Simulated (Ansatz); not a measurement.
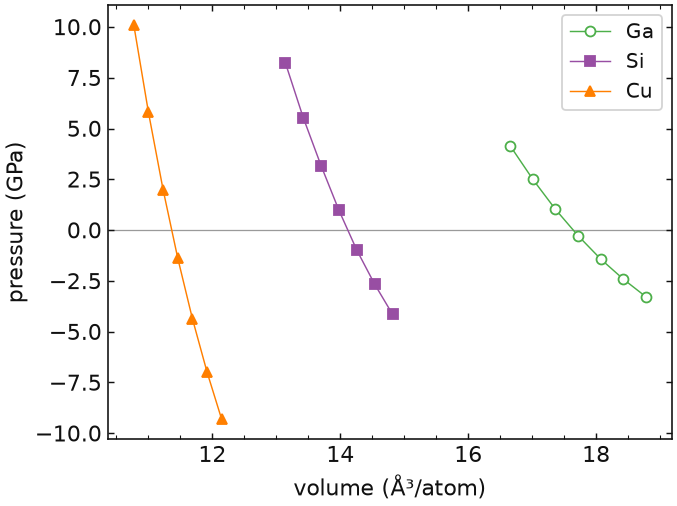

The picture above shows the pressure against volume, with one curve for each element, for Cu, Ga and Si (all in space group I4/mmm (No. 139)).

Calculation (Ansatz 0.2.0): all-electron LAPW DFT, no spin polarisation; energies at scaled volumes of the given cell, shape and fractions fixed, counted from the fit's minimum, third-order Birch-Murnaghan fit. Level: PBEsol.

```json
{"setting": "k mesh", "value": "13×13×13"}
{"setting": "occupations", "value": "Fermi–Dirac"}
{"setting": "smearing width", "value": "0.05 eV"}
{"setting": "potentials", "value": "all electron LAPW, scalar relativistic"}
```

Order the curves by fitted equilibrium volume, smallest first.

Answer. Cu 11.361, Si 14.115, Ga 17.637 Å³/atom.

Order the curves by fitted bulk modulus, smallest first.

Answer. Ga 62.3, Si 97.3, Cu 165.3 GPa.

For Ga: read off the course of the pressure.

Answer. It falls from 4.15 GPa at volume 16.66 Å³/atom to −3.29 GPa at 18.78 Å³/atom, and changes sign near 17.64 Å³/atom.

Limits of the calculation: shape and atomic fractions are frozen while scaling, which makes layered, chain and framework solids too stiff.
